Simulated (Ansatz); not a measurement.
## Single-point calculation of W

System: W (Im-3m, 1 atom in the cell).
Method: DFT PBE+D3(BJ), scalar-relativistic, plane waves, PAW, no spin polarisation (Ansatz 0.2.0).

The structure derives from an entry of the Crystallography Open Database.

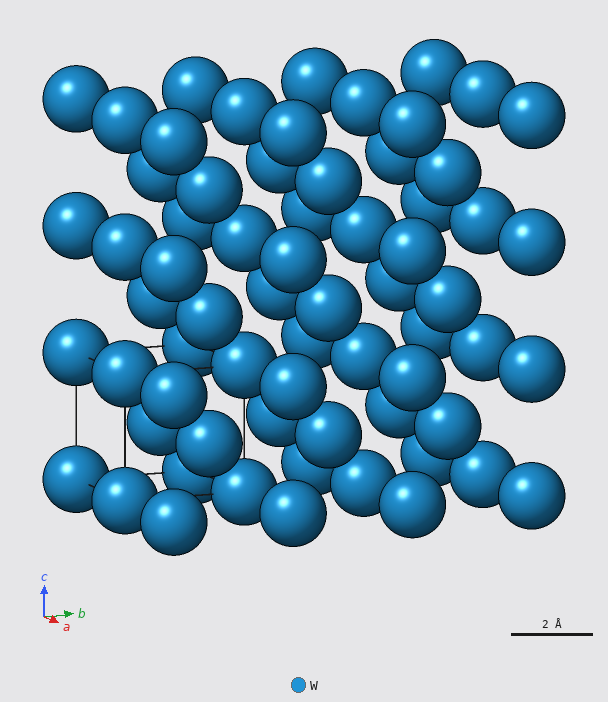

Figure 1. The input geometry (spheres-only view of the cell 2 times as large as that of the calculation, set on its symmetry axes, repeated 2 × 3 × 3, seen slightly off an axis). An atom can appear more than once, as a periodic image.

**Results in brief**

| quantity | value |
| --- | --- |
| outcome | converged |
| space group (tolerance 0.01 Å) | Im-3m (229) |
| electrons treated | 14 |
| free energy | −10385.4988 eV |
| Fermi energy | 21.711 eV |
| gap on the k-point mesh | none (metallic) |
| pressure | −9.65 GPa |
| largest force (length of the vector) | under 0.001 eV/Å |
| hardware | 4 threads of Arm Neoverse V1, 24 GiB of memory available, shared host |
| peak memory | 0.26 GiB |

**Remarks**

Spin–orbit coupling is left out, which matters for W. The cell is under a tension of 9.6 GPa at this level, so it is not at its equilibrium volume.

**The input**
```yaml
crystal:
  lattice:
    - [-1.5973, 1.5973, 1.5973]
    - [1.5973, -1.5973, 1.5973]
    - [1.5973, 1.5973, -1.5973]
  atoms:
    - { symbol: W, position: [0.0, 0.0, 0.0] }
basis:
  ecutwfc: 420
kpoints:
  mp_grid: { grid: [8, 8, 8] }
hamiltonian:
  xc: pbe
  dispersion: d3bj
scf:
  occupations: { method: gaussian, width: 0.1 }
output:
  forces: true
  stress: true
  eigenvalues: true
```

Command:
```bash
ansatz run input.yaml --threads 4 --pin off --max-ram 10240MiB --backend cpu --events-out ev --progress --plain --runs-dir out
```

**The program's output**
```
Engine: ansatz 0.2.0, aarch64-unknown-linux-gnu
Pseudopotentials: kind: paw
Pseudopotential: W, paw, valence charge 14, recommended cutoff 420 eV (normal), W.paw.azcp
Functional definition: PBE
  parameter kappa = 0.804
  parameter beta = 0.06672455060314922
  exchange = pbe_x(kappa = kappa, mu = beta*pi^2/3)
  correlation = pbe_c(beta = beta)
Crystal: 1 atoms, lattice volume = 16.301 Å³
Basis set: ecut = 420 eV, 321 PW (Γ), exchange–correlation on 40×40×40 points (8 copies of the dense FFT grid, shifted against one another)
Bands: 11, of which v1, the nominal top of the filled ones, is band 7 counted from 1 (6 counted from 0)
Symmetry: 48 space group operations
Space group: Im-3m (ITA 229), of the structure as read, at distance tolerance 2.5e-5 Å
k-points: 29 of 512
Non-local potential: W, projectors of the file, l = 0: 3, l = 1: 2, l = 2: 2, l = 3: 1
PAW form: soft (Blöchl's): semilocal exchange-correlation on the pseudo side does not see the compensation charge
PAW one-centre angular grid: W, 590 points (default); XC on 64 Gauss nodes
Initial density: superposition of atomic densities (neutral atoms: chi_scale 0, normalization atom), corrected by the library's trained network
Initial wavefunctions: pseudopotential atomic-orbital guess
Functional: x = pbe(κ = 0.804, μ = 0.2195149727645171), c = pbe(β = 0.06672455060314922)
SCF iter   1: F=—  HF=-10385.499068 eV  |F-HF|=—  |Δ(HF+E_count)|=         —  Δρ=2.40e-3  dr2=2.63e-4  ethr=1.77e-3  ⟨swp⟩=5.0  Hψ=1689  notcnv=0
preconditioner: auto → none  [insulator: Δε(μ)=0.572 eV  Ē_g=8.801 eV  σ=0.100 eV  W_gap=1.00  n_scr=0 (ndim 8)  ℏωp=22.5 eV  f_vac=0.000  D(μ)=0.00/eV (n_scr^D=0)  ε∞_Penn≈7.6]
SCF iter   2: F=—  HF=-10385.498809 eV  |F-HF|=—  |Δ(HF+E_count)|=   2.59e-4  Δρ=1.19e-3  dr2=5.31e-5  ethr=1.88e-6  ⟨swp⟩=2.5  Hψ=698  notcnv=0
SCF iter   3: F=—  HF=-10385.498833 eV  |F-HF|=—  |Δ(HF+E_count)|=   2.33e-5  Δρ=1.28e-4  dr2=1.74e-6  ethr=3.80e-7  ⟨swp⟩=3.0  Hψ=489  notcnv=0
SCF iter   4: F=—  HF=-10385.498832 eV  |F-HF|=—  |Δ(HF+E_count)|=   7.44e-8  Δρ=9.10e-5  dr2=1.09e-6  ethr=1.24e-8  ⟨swp⟩=2.0  Hψ=518  notcnv=0
SCF iter   5: F=—  HF=-10385.498832 eV  |F-HF|=—  |Δ(HF+E_count)|=   4.37e-7  Δρ=3.60e-5  dr2=1.70e-7  ethr=7.80e-9  ⟨swp⟩=2.7  Hψ=491  notcnv=0
SCF iter   6: F=-10385.498832 eV  HF=-10385.498832 eV  |F-HF|=5.43e-9  |Δ(HF+E_count)|=   7.70e-8  Δρ=6.99e-6  dr2=6.47e-9  ethr=7.14e-10  ⟨swp⟩=4.9  Hψ=1194  notcnv=0
SCF 1 converged in 6 iterations: F = -10385.498832 eV  dr2 = 6.47e-9
  greatest PAW one-centre occupation: 1.000 electrons in one spin orbital (limit 2), on the W atom at site 0 (counted from 0), in its partial waves of l = 0
SCF converged after 6 iterations
Free energy (F): -10385.498832 eV
Harris-Foulkes:  -10385.498832 eV  (|F-HF|=5.43e-9)
Internal energy: -10385.498830 eV  (E = F + TS)
E sigma→0 (E₀):  -10385.498831 eV
Entropy (-TS):   -0.000002 eV (-0.002 meV/atom)
Fermi energy:    21.711247 eV
--- Per-component energies (eV) ---
  E_band       = -90.951755
  E_kinetic    = 449.021726
  E_local      = -617.990720  (includes V_loc(G=0)·N_el)
  E_nonlocal   = 0.202784
  E_hartree    = 220.528128
  E_xc         = -266.665817
  E_vxc        = -238.422955  (∫ρ·V_xc dr)
  E_paw        = -8562.343942  (= ΣΔE_a)
  E_vpaw       = -124.816472  (= ΣTr[D̂ρ^β])
  E_aug_tail   = -0.000067  (compensation charges beyond the density's cutoff)
  E_ewald      = -1607.575222
  E_disp       = -0.675699  (pairwise vdW)
  E_smearing   = -0.000002  (= −TS)
  E_closure    = -0.000000  (closes the sum)
  Σ components = -10385.498832   (vs F -10385.498832, Δ=0.00e0)
--- Forces (eV/Å), atoms counted from 1 ---
  atom   1  W      0.00000000     0.00000000    -0.00000000
  max |Σ_I F_I| component: 6.16e-33 eV/Å
--- Stress (GPa, compression-positive) ---
       -9.649576      -0.000000      -0.000000
       -0.000000      -9.649576       0.000000
        0.000000      -0.000000      -9.649576
  P = ⅓ Tr σ = -9.6496 GPa (-96.496 kbar)
--- Band table (eV; the first three rows and the last of 29) ---
  k-point 0: bands = ["-52.2229", "-15.8630", "-15.8630", "-15.8630", "12.4415", "20.7272", "20.7272", "20.7272", "24.1030", "24.1030", "36.3609"]
  k-point 1: bands = ["-52.2056", "-16.0471", "-15.9211", "-15.8638", "13.1489", "20.3189", "20.5892", "21.4264", "23.5893", "24.1224", "36.8681"]
  k-point 2: bands = ["-52.1635", "-16.4740", "-16.0588", "-15.8658", "14.8046", "19.4672", "20.1214", "23.3976", "23.4990", "24.2928", "36.4960"]
  k-point 28: bands = ["-52.0146", "-16.6910", "-16.6910", "-16.6910", "16.2994", "16.2994", "26.8798", "26.8798", "26.8798", "29.9406", "29.9406"]
```

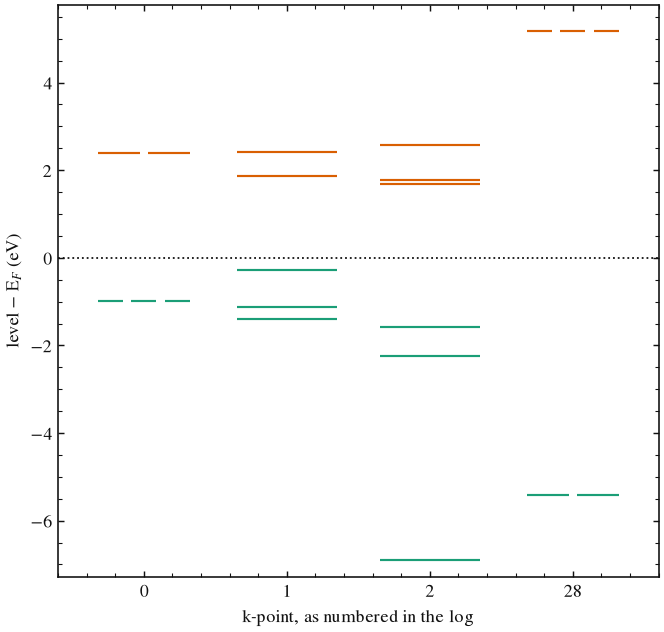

Figure 2. Kohn–Sham levels near the Fermi level (dotted) at the few k-points that the log prints; levels within 0.02 eV of each other stand side by side. The system is metallic on the full mesh.
